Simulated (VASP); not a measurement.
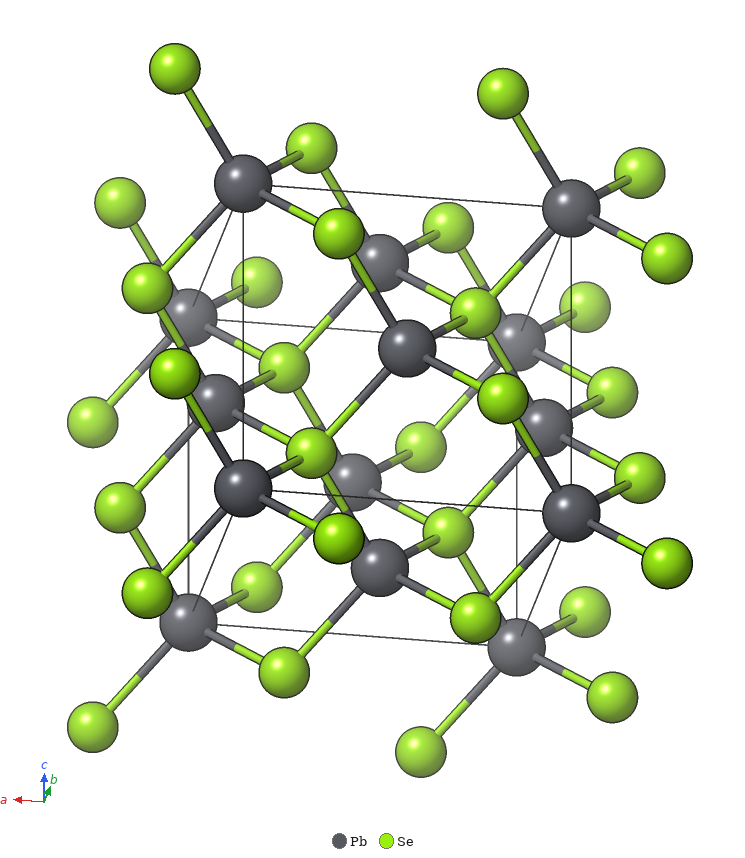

The image is a ball-and-stick drawing of a crystal, viewed from a general direction. The drawn cell (a repeat of the simulation cell) is drawn as a box. Some neighbours outside the box are added.

PbSe, a = 6.85 Å, b = 6.85 Å, c = 6.85 Å, α = 90.00°, β = 90.00°, γ = 88.90°.

Calculation details: DFT, PBE, plane waves, PAW (VASP 6.6.1); E_cut = 520 eV, k-points about 0.27 Å⁻¹ apart, Fermi-Dirac smearing of 0.02 eV.

> Does it come out as a metal, or with a gap?

A semiconductor at this level, with a gap of 0.62 eV, indirect; the smallest direct gap is 1.15 eV.

> What pressure does the calculation give for this cell?

The computed pressure is 0.7 GPa (compressed: it would expand).

The structure comes from a structure type filled with these elements by a generator (whether the compound takes this form wasn't checked). The cell was then strained or its atoms displaced on purpose. It was run through VASP as a DFT input.
